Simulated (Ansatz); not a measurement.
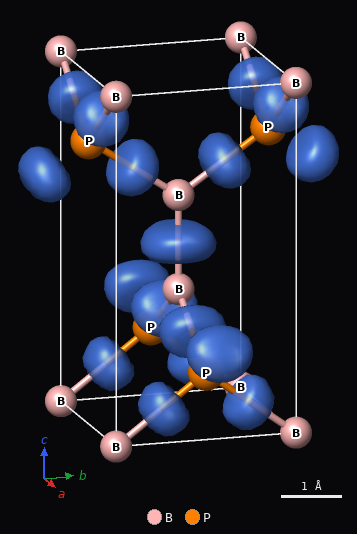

Figure 1: B$_{3}$P$_{2}$. Isosurface of the ELF at 0.85 (blue), seen slightly off an axis. Only the valence region is drawn (cores and ρ < 0.01 e/Å³ removed). Sticks mark near contacts.

Space group P-4m2; a generated structure, not necessarily the stable one; computed without spin polarisation.

These are results of DFT PBE, scalar-relativistic, plane waves, PAW in Ansatz, not measurements.

In a PAW calculation such maps are meaningful between the atoms, not at the nuclei.

Question: Describe the localisation domains.

Answer: At this value the surface marks out one region between bonded B–B atoms and eight regions between bonded B–P atoms, counted in one cell of 5 atoms. Any copies at cell faces, edges or corners count once. Along the contacts the grid gives the following. B–B (1.65 Å): the ELF peaks at about 0.95 between the atoms. B–P (1.92 Å): the ELF peaks at about 0.95 between the atoms.

Question: Does the calculation make it a metal, or give it a gap?

Answer: It is metallic or semimetallic at this level of theory: no gap opens.
